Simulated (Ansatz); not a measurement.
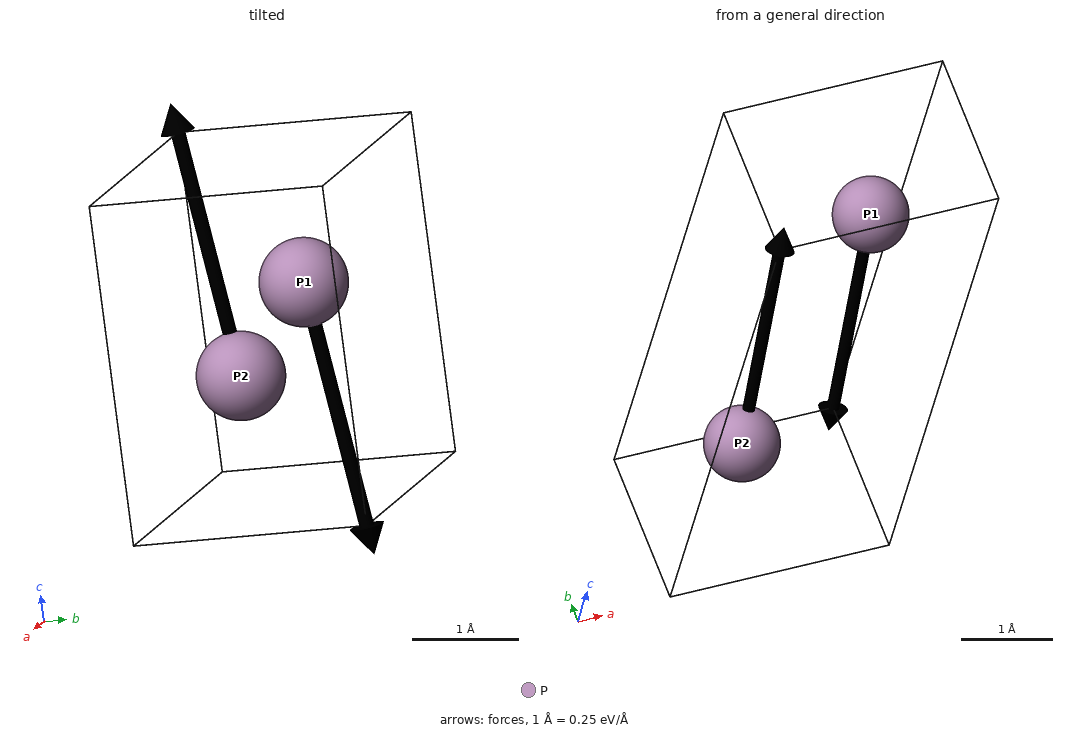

Figure: spheres-only view slightly off an axis and from a general direction. The lines enclose the cell (the run's own, in a reduced setting); boundary atoms appear with their images. The arrows are the computed forces on the atoms.

System: P. Method used: DFT LDA, scalar-relativistic, plane waves, PAW in Ansatz. It ran with a cutoff energy of 420 eV, k-points about 0.13 Å⁻¹ apart, Gaussian smearing of 0.15 eV, no spin polarisation.

> Do the forces show a relaxed structure?

No. The atoms still feel forces of up to about 0.57 eV/Å, far above a usual threshold of 0.01 to 0.03 eV/Å.

> Which atom carries the strongest force?

P1 and P2, about 0.57 eV/Å.

Its origin is a structure listed in the Materials Project. The cell was then strained or its atoms displaced on purpose. It went into a calculation with Ansatz.
